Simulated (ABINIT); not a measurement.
## Sb: geometry relaxation (part 2 of 4)

Sb (P6₃/mmc, 2 atoms in the cell); Kohn-Sham DFT of a periodic cell, revPBE, JTH PAW PBE v2.0, no spin polarisation (ABINIT 10.8.3); cutoff 517.02 eV, 9×9×5 k-mesh, fermi-dirac of 0.05 eV. The structure derives from a Materials Project entry.

Geometry of the input (Å; fractional positions):
```
3.3545  0.0000  0.0000
-1.6773  2.9051  0.0000
0.0000  0.0000  5.4702
Sb 0.6667  0.3333  0.7500
Sb 0.3333  0.6667  0.2500
```

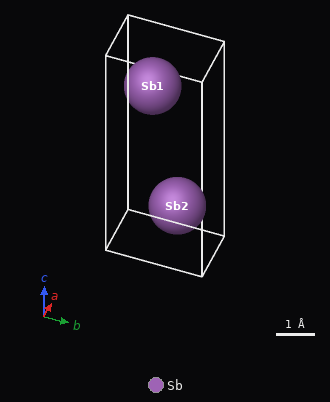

The starting structure (spheres-only view of the cell of the calculation, seen at an oblique angle; atoms are numbered from 1 in the order of the input). An atom can appear more than once, as a periodic image.

## Output, continued
```
--- !ResultsGS
iteration_state: {dtset: 1, itime: 2, icycle: 1, }
comment   : Summary of ground state results
lattice_vectors:
- [  6.3552610,   0.0000000,   0.0000000, ]
- [ -3.1776305,   5.5038174,   0.0000000, ]
- [  0.0000000,   0.0000000,  10.3608106, ]
lattice_lengths: [   6.35526,    6.35526,   10.36081, ]
lattice_angles: [ 90.000,  90.000, 120.000, ] # degrees, (23, 13, 12)
lattice_volume:   3.6240246E+02
convergence: {deltae:  4.556E-11, res2:  1.471E-10, residm:  7.073E-06, diffor: null, }
etotal    :  -1.65118649E+02
entropy   :   0.00000000E+00
fermie    :   2.98800294E-01
cartesian_stress_tensor: # hartree/bohr^3
- [ -6.91090695E-05,   0.00000000E+00,   0.00000000E+00, ]
- [  0.00000000E+00,  -6.91090699E-05,   0.00000000E+00, ]
- [  0.00000000E+00,   0.00000000E+00,  -5.96340973E-05, ]
pressure_GPa:   1.9403E+00
xred      :
- [  6.6667E-01,   3.3333E-01,   7.5000E-01, Sb]
- [  3.3333E-01,   6.6667E-01,   2.5000E-01, Sb]
cartesian_forces: # hartree/bohr
- [ -8.47375187E-29,   9.78464585E-29,  -0.00000000E+00, ]
- [  8.47375187E-29,  -9.78464585E-29,  -0.00000000E+00, ]
force_length_stats: {min:   1.29438698E-28, max:   1.29438698E-28, mean:   1.29438698E-28, }
...

 Integrated electronic density in atomic spheres:
 ------------------------------------------------
 Atom  Sphere_radius  Integrated_density
    1        2.40089         12.35262003
    2        2.40089         12.35262003

---OUTPUT-----------------------------------------------------------------------

 Cartesian coordinates (xcart) [bohr]
  3.17763048111778E+00  1.83460581369148E+00  7.77060794213659E+00
  6.50067641263343E-17  3.66921162738295E+00  2.59020264737886E+00
 Reduced coordinates (xred)
  6.66666666666666E-01  3.33333333333333E-01  7.50000000000000E-01
  3.33333333333333E-01  6.66666666666666E-01  2.50000000000000E-01
 Cartesian forces (fcart) [Ha/bohr]; max,rms= 9.78465E-29 7.47315E-29 (free atoms)
 -8.47375187000096E-29  9.78464584620648E-29 -0.00000000000000E+00
  8.47375187000096E-29 -9.78464584620648E-29 -0.00000000000000E+00
 Gradient of E wrt nuclear positions in reduced coordinates (gred)
  5.38529044630877E-28 -8.07793566946316E-28 -0.00000000000000E+00
 -5.38529044630877E-28  8.07793566946316E-28 -0.00000000000000E+00
 Scale of Primitive Cell (acell) [bohr]
  6.35526096223556E+00  6.35526096232121E+00  1.03608105895154E+01
 Real space primitive translations (rprimd) [bohr]
  6.35526096223556E+00  0.00000000000000E+00  0.00000000000000E+00
 -3.17763048111778E+00  5.50381744107443E+00  0.00000000000000E+00
  0.00000000000000E+00  0.00000000000000E+00  1.03608105895154E+01
 Unitary Cell Volume (ucvol) [Bohr^3]=  3.62402464829917E+02
 Angles (23,13,12)= [degrees]
  9.00000000000000E+01  9.00000000000000E+01  1.19999999999554E+02
 Lengths [Bohr]
  6.35526096223556E+00  6.35526096232121E+00  1.03608105895154E+01
 Stress tensor in cartesian coordinates (strten) [Ha/bohr^3]
 -6.91090694862131E-05  0.00000000000000E+00  0.00000000000000E+00
  0.00000000000000E+00 -6.91090699037732E-05  0.00000000000000E+00
  0.00000000000000E+00  0.00000000000000E+00 -5.96340973082286E-05
 Total energy (etotal) [Ha]= -1.65118649195745E+02

 Difference of energy with previous step (new-old):
           Absolute (Ha)=-1.97154E-04
           Relative     =-1.19402E-06

--- Iteration: ( 3/60) Internal Cycle: (1/1)
--------------------------------------------------------------------------------

---SELF-CONSISTENT-FIELD CONVERGENCE--------------------------------------------

--- !BeginCycle
iteration_state: {dtset: 1, itime: 3, icycle: 1, }
solver: {iscf: 17, nstep: 100, nline: 4, wfoptalg: 10, }
tolerances: {tolvrs: 1.00E-09, }
...

     iter   Etot(hartree)      deltaE(h)  residm     nres2
 ETOT  1  -165.13752068169    -1.651E+02 5.441E-03 3.597E+00
 ETOT  2  -165.12062202847     1.690E-02 5.910E-05 2.015E-01
 ETOT  3  -165.11928690890     1.335E-03 3.284E-05 3.959E-02
 ETOT  4  -165.11902856442     2.583E-04 8.281E-05 4.841E-04
 ETOT  5  -165.11903756410    -9.000E-06 2.666E-05 1.643E-04
 ETOT  6  -165.11903805046    -4.864E-07 1.594E-06 1.317E-05
 ETOT  7  -165.11903801535     3.511E-08 4.668E-06 5.921E-07
 ETOT  8  -165.11903802366    -8.312E-09 2.677E-07 1.717E-07
 ETOT  9  -165.11903802277     8.955E-10 1.594E-06 4.499E-09
 ETOT 10  -165.11903802281    -4.715E-11 6.099E-08 5.128E-10

 At SCF step   10       nres2   =  5.13E-10 < tolvrs=  1.00E-09 =>converged.

 Cartesian components of stress tensor (hartree/bohr^3)
  sigma(1 1)= -6.01253469E-06  sigma(3 2)=  0.00000000E+00
  sigma(2 2)= -6.01253509E-06  sigma(3 1)=  0.00000000E+00
  sigma(3 3)=  5.93489980E-06  sigma(2 1)=  0.00000000E+00

--- !ResultsGS
iteration_state: {dtset: 1, itime: 3, icycle: 1, }
comment   : Summary of ground state results
lattice_vectors:
- [  6.4255550,   0.0000000,   0.0000000, ]
- [ -3.2127775,   5.5646939,   0.0000000, ]
- [  0.0000000,   0.0000000,  10.4597296, ]
lattice_lengths: [   6.42556,    6.42556,   10.45973, ]
lattice_angles: [ 90.000,  90.000, 120.000, ] # degrees, (23, 13, 12)
lattice_volume:   3.7400067E+02
convergence: {deltae: -4.715E-11, res2:  5.128E-10, residm:  6.099E-08, diffor: null, }
etotal    :  -1.65119038E+02
entropy   :   0.00000000E+00
fermie    :   2.84574833E-01
cartesian_stress_tensor: # hartree/bohr^3
- [ -6.01253469E-06,   0.00000000E+00,   0.00000000E+00, ]
- [  0.00000000E+00,  -6.01253509E-06,   0.00000000E+00, ]
- [  0.00000000E+00,   0.00000000E+00,   5.93489980E-06, ]
pressure_GPa:   5.9726E-02
xred      :
- [  6.6667E-01,   3.3333E-01,   7.5000E-01, Sb]
- [  3.3333E-01,   6.6667E-01,   2.5000E-01, Sb]
cartesian_forces: # hartree/bohr
- [ -4.19052551E-29,   2.41940103E-29,  -0.00000000E+00, ]
- [  4.19052551E-29,  -2.41940103E-29,  -0.00000000E+00, ]
force_length_stats: {min:   4.83880206E-29, max:   4.83880206E-29, mean:   4.83880206E-29, }
...

 Integrated electronic density in atomic spheres:
 ------------------------------------------------
 Atom  Sphere_radius  Integrated_density
    1        2.40089         12.33308994
    2        2.40089         12.33308994

---OUTPUT-----------------------------------------------------------------------

 Cartesian coordinates (xcart) [bohr]
  3.21277751228727E+00  1.85489796159876E+00  7.84479720557043E+00
  5.59018540342982E-17  3.70979592319752E+00  2.61493240185681E+00
 Reduced coordinates (xred)
  6.66666666666666E-01  3.33333333333333E-01  7.50000000000000E-01
  3.33333333333333E-01  6.66666666666666E-01  2.50000000000000E-01
 Cartesian forces (fcart) [Ha/bohr]; max,rms= 4.19053E-29 2.79368E-29 (free atoms)
 -4.19052550768978E-29  2.41940102986722E-29 -0.00000000000000E+00
  4.19052550768978E-29 -2.41940102986722E-29 -0.00000000000000E+00
 Gradient of E wrt nuclear positions in reduced coordinates (gred)
  2.69264522315439E-28 -2.69264522315439E-28 -0.00000000000000E+00
 -2.69264522315439E-28  2.69264522315439E-28 -0.00000000000000E+00
 Scale of Primitive Cell (acell) [bohr]
  6.42555502457454E+00  6.42555502466113E+00  1.04597296074272E+01
 Real space primitive translations (rprimd) [bohr]
  6.42555502457454E+00  0.00000000000000E+00  0.00000000000000E+00
 -3.21277751228727E+00  5.56469388479629E+00  0.00000000000000E+00
  0.00000000000000E+00  0.00000000000000E+00  1.04597296074272E+01
 Unitary Cell Volume (ucvol) [Bohr^3]=  3.74000672798938E+02
 Angles (23,13,12)= [degrees]
  9.00000000000000E+01  9.00000000000000E+01  1.19999999999554E+02
 Lengths [Bohr]
  6.42555502457454E+00  6.42555502466113E+00  1.04597296074272E+01
 Stress tensor in cartesian coordinates (strten) [Ha/bohr^3]
 -6.01253469350270E-06  0.00000000000000E+00  0.00000000000000E+00
  0.00000000000000E+00 -6.01253508767871E-06  0.00000000000000E+00
  0.00000000000000E+00  0.00000000000000E+00  5.93489980366992E-06
 Total energy (etotal) [Ha]= -1.65119038022813E+02

 Difference of energy with previous step (new-old):
           Absolute (Ha)=-3.88827E-04
           Relative     =-2.35483E-06

--- Iteration: ( 4/60) Internal Cycle: (1/1)
--------------------------------------------------------------------------------

---SELF-CONSISTENT-FIELD CONVERGENCE--------------------------------------------

--- !BeginCycle
iteration_state: {dtset: 1, itime: 4, icycle: 1, }
solver: {iscf: 17, nstep: 100, nline: 4, wfoptalg: 10, }
tolerances: {tolvrs: 1.00E-09, }
...

     iter   Etot(hartree)      deltaE(h)  residm     nres2
 ETOT  1  -165.11906700608    -1.651E+02 1.870E-05 5.641E-03
 ETOT  2  -165.11904233593     2.467E-05 2.810E-07 3.845E-04
 ETOT  3  -165.11904002552     2.310E-06 1.039E-07 6.598E-05
 ETOT  4  -165.11903963602     3.895E-07 1.756E-07 1.270E-06
 ETOT  5  -165.11903965698    -2.095E-08 6.629E-08 4.660E-07
 ETOT  6  -165.11903965853    -1.549E-09 2.617E-08 1.377E-08
 ETOT  7  -165.11903965858    -5.781E-11 1.049E-08 4.767E-09
 ETOT  8  -165.11903965860    -1.469E-11 1.516E-08 2.658E-10

 At SCF step    8       nres2   =  2.66E-10 < tolvrs=  1.00E-09 =>converged.

 Cartesian components of stress tensor (hartree/bohr^3)
  sigma(1 1)= -3.52715480E-06  sigma(3 2)=  0.00000000E+00
  sigma(2 2)= -3.52715519E-06  sigma(3 1)=  0.00000000E+00
  sigma(3 3)=  8.31436854E-06  sigma(2 1)=  0.00000000E+00

--- !ResultsGS
iteration_state: {dtset: 1, itime: 4, icycle: 1, }
comment   : Summary of ground state results
lattice_vectors:
- [  6.4291200,   0.0000000,   0.0000000, ]
- [ -3.2145600,   5.5677812,   0.0000000, ]
- [  0.0000000,   0.0000000,  10.4610265, ]
lattice_lengths: [   6.42912,    6.42912,   10.46103, ]
lattice_angles: [ 90.000,  90.000, 120.000, ] # degrees, (23, 13, 12)
lattice_volume:   3.7446221E+02
convergence: {deltae: -1.469E-11, res2:  2.658E-10, residm:  1.516E-08, diffor: null, }
etotal    :  -1.65119040E+02
entropy   :   0.00000000E+00
fermie    :   2.84051335E-01
cartesian_stress_tensor: # hartree/bohr^3
- [ -3.52715480E-06,   0.00000000E+00,   0.00000000E+00, ]
- [  0.00000000E+00,  -3.52715519E-06,   0.00000000E+00, ]
- [  0.00000000E+00,   0.00000000E+00,   8.31436854E-06, ]
pressure_GPa:  -1.2357E-02
xred      :
- [  6.6667E-01,   3.3333E-01,   7.5000E-01, Sb]
- [  3.3333E-01,   6.6667E-01,   2.5000E-01, Sb]
cartesian_forces: # hartree/bohr
- [  4.18820184E-29,  -2.41805946E-29,  -0.00000000E+00, ]
- [ -4.18820184E-29,   2.41805946E-29,  -0.00000000E+00, ]
force_length_stats: {min:   4.83611892E-29, max:   4.83611892E-29, mean:   4.83611892E-29, }
...

 Integrated electronic density in atomic spheres:
 ------------------------------------------------
 Atom  Sphere_radius  Integrated_density
    1        2.40089         12.33352519
    2        2.40089         12.33352519

---OUTPUT-----------------------------------------------------------------------

 Cartesian coordinates (xcart) [bohr]
  3.21456000031248E+00  1.85592708153996E+00  7.84576988960817E+00
 -9.25896397399539E-17  3.71185416307992E+00  2.61525662986939E+00
 Reduced coordinates (xred)
  6.66666666666666E-01  3.33333333333333E-01  7.50000000000000E-01
  3.33333333333333E-01  6.66666666666666E-01  2.50000000000000E-01
 Cartesian forces (fcart) [Ha/bohr]; max,rms= 4.18820E-29 2.79213E-29 (free atoms)
  4.18820184238689E-29 -2.41805946107911E-29 -0.00000000000000E+00
 -4.18820184238689E-29  2.41805946107911E-29 -0.00000000000000E+00
 Gradient of E wrt nuclear positions in reduced coordinates (gred)
 -2.69264522315439E-28  2.69264522315439E-28 -0.00000000000000E+00
  2.69264522315439E-28 -2.69264522315439E-28 -0.00000000000000E+00
 Scale of Primitive Cell (acell) [bohr]
  6.42912000062496E+00  6.42912000071160E+00  1.04610265194776E+01
 Real space primitive translations (rprimd) [bohr]
  6.42912000062496E+00  0.00000000000000E+00  0.00000000000000E+00
 -3.21456000031248E+00  5.56778124461989E+00  0.00000000000000E+00
  0.00000000000000E+00  0.00000000000000E+00  1.04610265194776E+01
 Unitary Cell Volume (ucvol) [Bohr^3]=  3.74462212341213E+02
 Angles (23,13,12)= [degrees]
  9.00000000000000E+01  9.00000000000000E+01  1.19999999999554E+02
 Lengths [Bohr]
  6.42912000062496E+00  6.42912000071160E+00  1.04610265194776E+01
 Stress tensor in cartesian coordinates (strten) [Ha/bohr^3]
 -3.52715479772642E-06  0.00000000000000E+00  0.00000000000000E+00
  0.00000000000000E+00 -3.52715519102119E-06  0.00000000000000E+00
  0.00000000000000E+00  0.00000000000000E+00  8.31436853939403E-06
 Total energy (etotal) [Ha]= -1.65119039658598E+02

 Difference of energy with previous step (new-old):
           Absolute (Ha)=-1.63579E-06
           Relative     =-9.90670E-09

--- Iteration: ( 5/60) Internal Cycle: (1/1)
--------------------------------------------------------------------------------

---SELF-CONSISTENT-FIELD CONVERGENCE--------------------------------------------

--- !BeginCycle
iteration_state: {dtset: 1, itime: 5, icycle: 1, }
solver: {iscf: 17, nstep: 100, nline: 4, wfoptalg: 10, }
tolerances: {tolvrs: 1.00E-09, }
...

     iter   Etot(hartree)      deltaE(h)  residm     nres2
 ETOT  1  -165.11906671095    -1.651E+02 4.664E+00 6.959E-03
 ETOT  2  -165.11904548684     2.122E-05 2.192E-03 6.515E-04
 ETOT  3  -165.11904250565     2.981E-06 1.485E-04 7.395E-05
 ETOT  4  -165.11904223342     2.722E-07 4.661E-05 2.337E-06
 ETOT  5  -165.11904228186    -4.844E-08 1.048E-05 8.136E-07
 ETOT  6  -165.11904228628    -4.422E-09 4.812E-08 7.167E-08
 ETOT  7  -165.11904228645    -1.743E-10 2.324E-08 5.368E-09
 ETOT  8  -165.11904228646    -1.103E-11 1.739E-08 2.867E-10

 At SCF step    8       nres2   =  2.87E-10 < tolvrs=  1.00E-09 =>converged.

 Cartesian components of stress tensor (hartree/bohr^3)
  sigma(1 1)= -1.27660782E-06  sigma(3 2)=  0.00000000E+00
  sigma(2 2)= -1.27660821E-06  sigma(3 1)=  0.00000000E+00
  sigma(3 3)=  1.04165360E-05  sigma(2 1)=  0.00000000E+00

--- !ResultsGS
iteration_state: {dtset: 1, itime: 5, icycle: 1, }
comment   : Summary of ground state results
lattice_vectors:
- [  6.4339850,   0.0000000,   0.0000000, ]
- [ -3.2169925,   5.5719945,   0.0000000, ]
- [  0.0000000,   0.0000000,  10.4572177, ]
lattice_lengths: [   6.43399,    6.43399,   10.45722, ]
lattice_angles: [ 90.000,  90.000, 120.000, ] # degrees, (23, 13, 12)
lattice_volume:   3.7489260E+02
convergence: {deltae: -1.103E-11, res2:  2.867E-10, residm:  1.739E-08, diffor: null, }
etotal    :  -1.65119042E+02
entropy   :   0.00000000E+00
fermie    :   2.83607331E-01
cartesian_stress_tensor: # hartree/bohr^3
- [ -1.27660782E-06,   0.00000000E+00,   0.00000000E+00, ]
- [  0.00000000E+00,  -1.27660821E-06,   0.00000000E+00, ]
- [  0.00000000E+00,   0.00000000E+00,   1.04165360E-05, ]
pressure_GPa:  -7.7116E-02
xred      :
- [  6.6667E-01,   3.3333E-01,   7.5000E-01, Sb]
- [  3.3333E-01,   6.6667E-01,   2.5000E-01, Sb]
cartesian_forces: # hartree/bohr
- [ -1.04625874E-28,   3.62434659E-29,  -0.00000000E+00, ]
- [  1.04625874E-28,  -3.62434659E-29,  -0.00000000E+00, ]
force_length_stats: {min:   1.10725617E-28, max:   1.10725617E-28, mean:   1.10725617E-28, }
...

 Integrated electronic density in atomic spheres:
 ------------------------------------------------
 Atom  Sphere_radius  Integrated_density
    1        2.40089         12.33382135
    2        2.40089         12.33382135

---OUTPUT-----------------------------------------------------------------------
```
